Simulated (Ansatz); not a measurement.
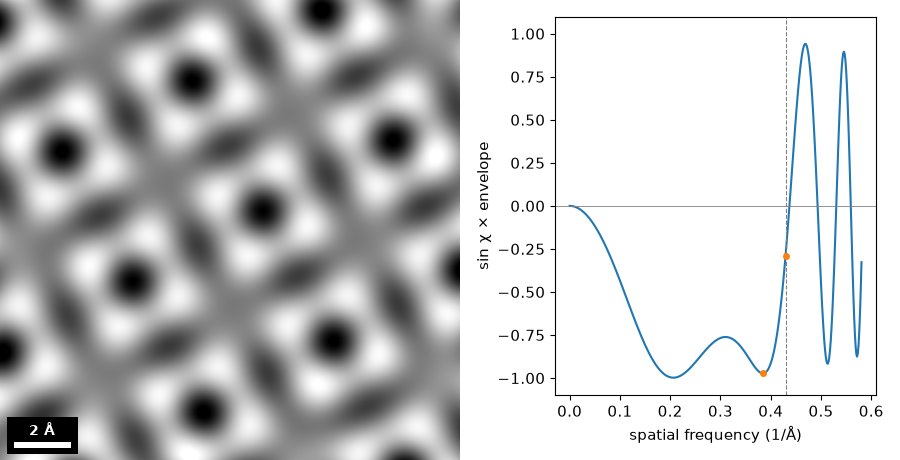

HRTEM-like image of Ta (Pm-3n, No. 223) along [001]. Simulated in the weak-phase-object approximation with neutral-atom potentials: 200 kV, Cs = 1.00 mm, defocus −601 Å (negative is underfocus), defocus spread 20 Å, aperture 0.43 1/Å. Atomic positions: the input geometry of an electronic-structure calculation (not necessarily at equilibrium); the starting structure was generated, so it need not be a known form of this composition.

The plot gives the contrast transfer function, the aperture (dashed) and the crystal's spatial frequencies that carry visible contrast (dots).

What point resolution do these settings give, and which lattice spacings pass?

About 2.3 Å (0.66 |Cs|^(1/4) λ^(3/4) with λ = 0.0251 Å). The spacings that carry visible contrast are {200} at 2.60 Å, {210} at 2.33 Å. Columns 1.30 Å apart are closer than that and merge.

Do the atom columns appear dark or bright, and why?

Dark. With positive Cs and underfocus sin χ is negative over the pass band, so the strongest columns (Ta) come out darker than the background.
